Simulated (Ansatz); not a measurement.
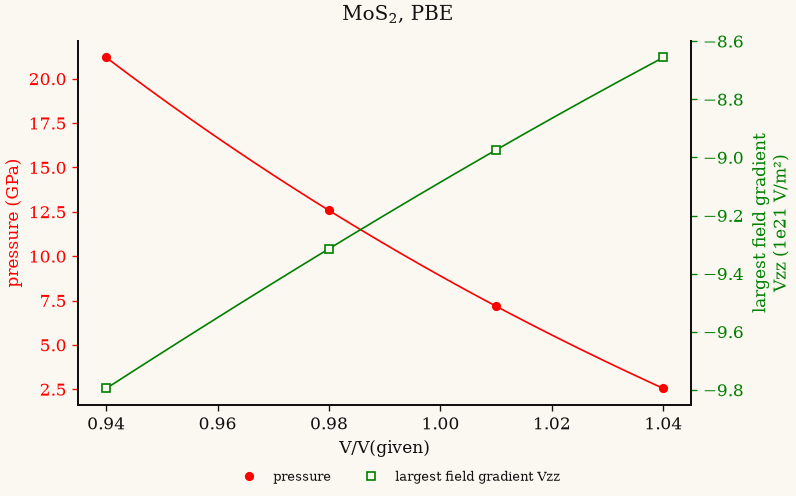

The figure shows the pressure and largest field gradient Vzz against V/V(given) for MoS₂, space group P6_3/mmc (No. 194).

Cell as given: a = 3.161 Å, b = 3.161 Å, c = 12.295 Å, α = 90.00°, β = 90.00°, γ = 120.00°; 6 atoms.

Computed with Ansatz 0.2.0: periodic Kohn-Sham DFT of a crystal at fixed atoms, scaled to the stated factor times the given cell; pressure positive in compression. Level: PBE.

method frozen-core PAW; relativity scalar; k mesh 10×10×3; occupations Fermi–Dirac; smearing width 0.03 eV; wave cutoff 420 eV; PAW set soft_2.

V(given) is 17.73 Å³/atom.

Question: What does the pressure do across the range?

Answer: It falls from 21.2 GPa at V/V(given) 0.94 to 2.5 GPa at 1.04.

Question: What does the largest field gradient Vzz do across the range?

Answer: It rises from −9.795 1e21 V/m² at V/V(given) 0.94 to −8.656 1e21 V/m² at 1.04.

Keep in mind: field gradient without spin-orbit coupling on heavy atoms; the volumes run don't bracket the minimum of the energy, so any equilibrium value is extrapolated; shape and atomic fractions are frozen while scaling, which makes layered, chain and framework solids too stiff.

The computed values:

| V/V(given) | pressure (GPa) | largest field gradient Vzz (1e21 V/m²) |
| --- | --- | --- |
| 0.94 | 21.2 | −9.795 |
| 0.98 | 12.6 | −9.314 |
| 1.01 | 7.2 | −8.974 |
| 1.04 | 2.5 | −8.656 |
